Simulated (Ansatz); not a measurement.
## Run report: Ga15As17, geometry relaxation (part 2 of 3)

Ga15As17 (defect cell, 32 atoms in the cell); DFT LDA, scalar-relativistic, plane waves, PAW, no spin polarisation (Ansatz 0.2.0); cutoff 420 eV, 3×3×3 k-mesh, Gaussian smearing of 0.02 eV. The structure derives from a Materials Project entry. It belongs to a series of runs on one base structure; here: As on a Ga site (a), charge +0, atoms relaxed at the host's cell.

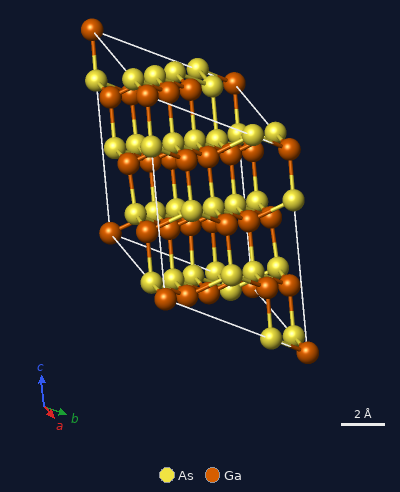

The geometry at step 4 of the log (ball-and-stick view of the cell of the calculation, seen slightly off an axis).

**Output, continued**
```
--- Forces (eV/Å), atoms counted from 1 ---
  atom   1  As    -0.00090010     0.00116931    -0.00215222
  atom   2  Ga     0.00158006     0.00021130    -0.00268849
  atom   3  Ga    -0.00076258     0.00161177     0.00051964
  atom   4  Ga    -0.00153942     0.00079739     0.00066567
  atom   5  Ga    -0.00049979    -0.00500999     0.00032503
  atom   6  Ga    -0.00129700     0.00206371    -0.00049650
  atom   7  Ga    -0.00019678    -0.00142560    -0.00198180
  atom   8  Ga     0.00091571     0.00163269    -0.00075946
  atom   9  Ga    -0.00120097     0.00185923    -0.00041707
  atom  10  Ga     0.00096946    -0.00076671     0.00302432
  atom  11  Ga    -0.00126559     0.00173380     0.00022062
  atom  12  Ga    -0.00074426     0.00108337     0.00426057
  atom  13  Ga     0.00453104    -0.00089852    -0.00001972
  atom  14  Ga     0.00319818    -0.00023639    -0.00056999
  atom  15  Ga     0.00043755    -0.00371487    -0.00000430
  atom  16  Ga    -0.00047148    -0.00113888    -0.00068204
  atom  17  As    -0.00473481    -0.00594560    -0.00439391
  atom  18  As     0.00493455     0.00618960    -0.00587005
  atom  19  As     0.00134620    -0.00100602     0.00104439
  atom  20  As    -0.00588738     0.00684817     0.00770493
  atom  21  As     0.00084423    -0.00236555     0.00159887
  atom  22  As    -0.00044063    -0.00175843    -0.00153227
  atom  23  As     0.00211637     0.00108104    -0.00127811
  atom  24  As    -0.00072773     0.00035053     0.00253941
  atom  25  As    -0.00367942    -0.00170935    -0.00045028
  atom  26  As     0.00252659    -0.00015847    -0.00091610
  atom  27  As     0.00012737    -0.00044248    -0.00203242
  atom  28  As     0.00173484     0.00149186    -0.00120951
  atom  29  As    -0.00220023     0.00061650     0.00117664
  atom  30  As    -0.00097538     0.00046832     0.00103912
  atom  31  As     0.00226390    -0.00406501     0.00293935
  atom  32  As    -0.00000658     0.00143329     0.00040234
  max |Σ_I F_I| component: 6.64e-6 eV/Å
--- Band table (eV; the first three rows and the last of 14) ---
  k-point 0: bands = ["-27.6500", "-27.6499", "-27.6497", "-27.6413", "-27.6412", "-27.0809", "-27.0772", "-27.0762", "-27.0737", "-27.0665", ... 60 levels left out ..., "-26.9955", "-26.9954", "-26.9954", "-26.9951", "-26.9951", "-26.9951", "-26.9950", "-26.9949", "-26.9949", "-26.9948", "-26.9948", "-26.9948", "-26.9944", "-26.9944", "-26.9944", "-6.7496", "-6.7495", "-6.7494", "-6.7395", "-6.7251", "-6.7251", "-6.7150", "-6.7149", "-6.7149", "-6.7129", "-6.7128", "-6.7126", "-6.6984", "-6.6983",
      "-6.6982", "-6.6299", "-6.6299", "-6.6298", "-6.6175", "-6.6174", "-6.6161", "-6.6161", "-6.6160", "-6.6146", "-6.6144", "-6.6143", "-6.6117", "-6.6116", "-6.6116", "-6.6106", "-6.6099", "-6.6089", "-6.6089", "-6.5856", "-6.5856", "-6.5855", "-6.5814", "-6.5755", "-6.5754", "-6.5754", "-6.5744", "-6.5744", "-6.5686", "-6.5686", "-6.5686", "-6.5585", "-6.5584", "-6.5583", "-6.5580", "-6.5579", "-6.5577", "-6.5570", "-6.5570", "-6.5569",
      "-6.5564", "-6.5563", "-6.5563", "-6.5476", "-6.5476", "-6.5475", "-6.5463", "-6.5463", "-6.5462", "-6.5459", "-6.5459", "-6.5428", "-6.5426", "-6.5426", "-6.5426", "-6.4959", "-6.4949", "-6.4948", "-6.4894", "-6.4891", "-6.4890", "-4.8838", "-3.8242", "-3.0859", "-3.0856", "-3.0856", "-2.9878", "-2.9876", "-2.9821", "-2.9818", "-2.9814", "-2.9629", "-2.9627", "-2.9624", "-2.0885", "-2.0884", "-2.0880", "-0.7705", "1.2757", "1.2758",
      "1.7051", "2.4701", "2.4705", "2.4708", "2.4728", "2.4728", "2.4729", "2.5208", "2.5212", "2.5220", "2.5257", "2.5258", "4.4194", "4.4198", "4.4200", "4.6585", "4.7521", "4.7522", "4.7719", "4.7722", "4.7723", "4.7746", "4.7747", "4.7748", "5.3710", "5.3711", "5.3713", "5.5220", "5.5223", "5.5224", "6.7357", "6.7361", "6.7364", "6.9670", "6.9671", "6.9673", "7.0007", "7.0513", "7.0514", "7.0515",
      "7.0623", "7.0627", "8.2373", "8.2401", "8.2402", "8.2406", "9.1432", "9.4400", "9.4403", "9.4425", "9.8885", "9.8886", "10.3612", "10.5025", "10.5032", "10.5034", "10.9611", "10.9613", "10.9615", "10.9855", "10.9859", "10.9863", "11.0444", "11.0448", "11.7027", "11.7035", "11.7039", "12.9377", "12.9386", "12.9393", "13.4611", "13.8150", "13.8154", "13.8393", "13.8398", "13.8410", "13.8878", "13.8883", "13.8902", "13.9615",
      "13.9616", "13.9624", "13.9686", "13.9690", "13.9996", "14.0017", "14.0020", "14.0050", "14.0506", "14.0511", "14.0521"]
  k-point 1: bands = ["-27.6500", "-27.6499", "-27.6497", "-27.6413", "-27.6412", "-27.0809", "-27.0772", "-27.0762", "-27.0737", "-27.0665", ... 60 levels left out ..., "-26.9955", "-26.9954", "-26.9953", "-26.9952", "-26.9952", "-26.9951", "-26.9950", "-26.9949", "-26.9949", "-26.9948", "-26.9947", "-26.9947", "-26.9945", "-26.9945", "-26.9944", "-6.7464", "-6.7440", "-6.7406", "-6.7368", "-6.7320", "-6.7284", "-6.7270", "-6.7245", "-6.7197", "-6.7195", "-6.7128", "-6.7110", "-6.6955", "-6.6926",
      "-6.6797", "-6.6467", "-6.6268", "-6.6261", "-6.6209", "-6.6207", "-6.6191", "-6.6172", "-6.6166", "-6.6156", "-6.6140", "-6.6134", "-6.6125", "-6.6115", "-6.6089", "-6.6069", "-6.6049", "-6.6030", "-6.6004", "-6.5937", "-6.5919", "-6.5896", "-6.5776", "-6.5763", "-6.5739", "-6.5735", "-6.5717", "-6.5703", "-6.5699", "-6.5684", "-6.5681", "-6.5640", "-6.5616", "-6.5612", "-6.5604", "-6.5600", "-6.5581", "-6.5577", "-6.5563", "-6.5560",
      "-6.5532", "-6.5526", "-6.5510", "-6.5500", "-6.5499", "-6.5489", "-6.5465", "-6.5463", "-6.5453", "-6.5450", "-6.5446", "-6.5445", "-6.5430", "-6.5420", "-6.5408", "-6.4954", "-6.4950", "-6.4948", "-6.4894", "-6.4892", "-6.4890", "-4.6989", "-4.0696", "-3.6464", "-3.3511", "-3.3461", "-3.3008", "-2.9488", "-2.8245", "-2.6829", "-2.6090", "-2.6024", "-2.5617", "-2.4158", "-2.3777", "-2.3039", "-2.0767", "-0.7881", "1.4171", "1.6686",
      "1.7298", "1.7420", "1.7555", "1.7596", "1.7674", "2.2084", "2.3356", "2.6052", "2.7101", "2.7493", "2.7578", "3.9634", "4.0524", "4.4710", "4.5444", "4.6780", "4.7821", "4.8125", "4.8145", "4.9101", "5.2120", "5.2482", "5.3164", "5.4949", "5.6305", "5.7295", "5.8435", "5.8450", "5.9113", "5.9445", "6.0473", "6.1172", "6.1567", "6.2152", "6.2756", "6.3813", "6.3969", "6.4528", "6.9115", "6.9720",
      "7.0007", "7.0211", "7.5139", "7.6804", "8.1244", "8.9176", "9.8050", "9.9252", "9.9942", "10.1227", "10.3041", "10.5151", "10.6548", "10.7120", "10.7164", "10.7808", "10.7928", "10.8879", "10.9984", "11.0616", "11.1550", "11.3365", "11.5221", "11.5338", "11.7421", "11.7472", "11.8490", "12.0940", "12.1448", "12.3210", "12.4102", "12.4845", "12.5791", "12.5826", "12.6506", "12.6839", "12.7161", "12.8106", "12.9241", "13.1368",
      "13.3187", "13.3871", "13.7017", "13.8164", "13.8231", "13.9048", "14.1796", "14.1949", "14.3442", "14.4041", "14.4597"]
  k-point 2: bands = ["-27.6500", "-27.6499", "-27.6497", "-27.6413", "-27.6412", "-27.0809", "-27.0772", "-27.0762", "-27.0737", "-27.0665", ... 60 levels left out ..., "-26.9955", "-26.9954", "-26.9953", "-26.9952", "-26.9952", "-26.9951", "-26.9950", "-26.9949", "-26.9949", "-26.9947", "-26.9947", "-26.9947", "-26.9945", "-26.9945", "-26.9944", "-6.7463", "-6.7440", "-6.7406", "-6.7367", "-6.7320", "-6.7285", "-6.7270", "-6.7244", "-6.7197", "-6.7196", "-6.7128", "-6.7109", "-6.6954", "-6.6926",
      "-6.6797", "-6.6467", "-6.6268", "-6.6261", "-6.6209", "-6.6208", "-6.6190", "-6.6172", "-6.6166", "-6.6156", "-6.6141", "-6.6135", "-6.6125", "-6.6115", "-6.6089", "-6.6069", "-6.6049", "-6.6031", "-6.6004", "-6.5937", "-6.5919", "-6.5897", "-6.5776", "-6.5763", "-6.5739", "-6.5735", "-6.5717", "-6.5703", "-6.5698", "-6.5684", "-6.5681", "-6.5640", "-6.5615", "-6.5612", "-6.5604", "-6.5599", "-6.5582", "-6.5576", "-6.5562", "-6.5562",
      "-6.5531", "-6.5526", "-6.5511", "-6.5499", "-6.5499", "-6.5490", "-6.5466", "-6.5463", "-6.5453", "-6.5449", "-6.5446", "-6.5445", "-6.5430", "-6.5420", "-6.5408", "-6.4954", "-6.4950", "-6.4948", "-6.4894", "-6.4891", "-6.4890", "-4.6989", "-4.0696", "-3.6464", "-3.3511", "-3.3461", "-3.3008", "-2.9488", "-2.8244", "-2.6828", "-2.6092", "-2.6024", "-2.5617", "-2.4159", "-2.3776", "-2.3039", "-2.0767", "-0.7880", "1.4173", "1.6689",
      "1.7299", "1.7418", "1.7551", "1.7596", "1.7673", "2.2079", "2.3357", "2.6053", "2.7103", "2.7494", "2.7578", "3.9635", "4.0524", "4.4709", "4.5448", "4.6782", "4.7820", "4.8122", "4.8145", "4.9100", "5.2120", "5.2482", "5.3162", "5.4948", "5.6306", "5.7297", "5.8436", "5.8451", "5.9111", "5.9443", "6.0474", "6.1170", "6.1566", "6.2152", "6.2755", "6.3815", "6.3973", "6.4527", "6.9115", "6.9720",
      "7.0007", "7.0210", "7.5139", "7.6804", "8.1244", "8.9171", "9.8053", "9.9247", "9.9945", "10.1232", "10.3040", "10.5155", "10.6553", "10.7111", "10.7159", "10.7810", "10.7930", "10.8880", "10.9985", "11.0613", "11.1552", "11.3367", "11.5220", "11.5334", "11.7426", "11.7473", "11.8488", "12.0939", "12.1448", "12.3212", "12.4098", "12.4846", "12.5792", "12.5831", "12.6502", "12.6844", "12.7164", "12.8107", "12.9237", "13.1371",
      "13.3184", "13.3864", "13.7013", "13.8168", "13.8233", "13.9045", "14.1794", "14.1951", "14.3437", "14.4040", "14.4600"]
  k-point 13: bands = ["-27.6500", "-27.6499", "-27.6497", "-27.6413", "-27.6412", "-27.0809", "-27.0772", "-27.0762", "-27.0737", "-27.0665", ... 60 levels left out ..., "-26.9954", "-26.9954", "-26.9953", "-26.9953", "-26.9951", "-26.9951", "-26.9950", "-26.9949", "-26.9948", "-26.9947", "-26.9947", "-26.9946", "-26.9946", "-26.9945", "-26.9945", "-6.7408", "-6.7407", "-6.7405", "-6.7359", "-6.7330", "-6.7330", "-6.7306", "-6.7265", "-6.7160", "-6.7136", "-6.7136", "-6.7111", "-6.7094", "-6.6812",
      "-6.6812", "-6.6621", "-6.6229", "-6.6229", "-6.6206", "-6.6183", "-6.6183", "-6.6182", "-6.6149", "-6.6147", "-6.6145", "-6.6144", "-6.6136", "-6.6101", "-6.6096", "-6.6095", "-6.6075", "-6.5996", "-6.5996", "-6.5942", "-6.5927", "-6.5883", "-6.5766", "-6.5757", "-6.5756", "-6.5752", "-6.5723", "-6.5723", "-6.5711", "-6.5666", "-6.5665", "-6.5649", "-6.5628", "-6.5596", "-6.5591", "-6.5587", "-6.5586", "-6.5570", "-6.5537", "-6.5533",
      "-6.5532", "-6.5530", "-6.5522", "-6.5518", "-6.5517", "-6.5490", "-6.5490", "-6.5482", "-6.5472", "-6.5450", "-6.5435", "-6.5434", "-6.5404", "-6.5403", "-6.5394", "-6.4955", "-6.4952", "-6.4949", "-6.4902", "-6.4887", "-6.4885", "-4.5491", "-4.0255", "-3.6765", "-3.6762", "-3.6433", "-3.1973", "-3.0095", "-2.9051", "-2.8987", "-2.8983", "-2.2606", "-2.1847", "-2.1844", "-2.1558", "-2.0376", "-2.0374", "-0.9664", "1.4153", "1.4742",
      "1.5932", "1.5936", "1.6019", "1.6323", "1.6372", "1.6376", "1.6408", "2.7190", "3.5035", "3.7678", "3.7684", "3.8043", "4.1682", "4.1686", "4.2358", "4.3175", "4.6325", "4.8293", "4.8354", "4.8360", "5.2926", "5.2931", "5.3163", "5.4007", "5.4477", "5.8610", "5.8612", "5.9243", "6.0832", "6.0833", "6.1229", "6.2619", "6.3670", "6.3678", "6.3684", "6.6082", "6.6730", "6.6730", "6.7762", "6.9832",
      "6.9836", "7.0307", "7.1088", "7.1967", "7.1970", "8.7074", "9.5097", "9.8320", "9.8424", "9.8433", "10.3360", "10.3370", "10.4289", "10.6648", "10.7777", "10.8205", "11.0306", "11.2618", "11.2637", "11.4532", "11.5522", "11.5525", "11.6778", "11.7225", "11.7551", "11.9160", "11.9264", "11.9271", "12.1432", "12.2066", "12.4919", "12.4931", "12.8158", "12.8785", "12.8791", "13.0903", "13.1351", "13.1384", "13.3492", "13.3500",
      "13.3855", "13.4092", "13.4533", "13.4543", "13.6525", "13.6539", "13.6563", "13.9112", "13.9128", "13.9132", "13.9441"]
```
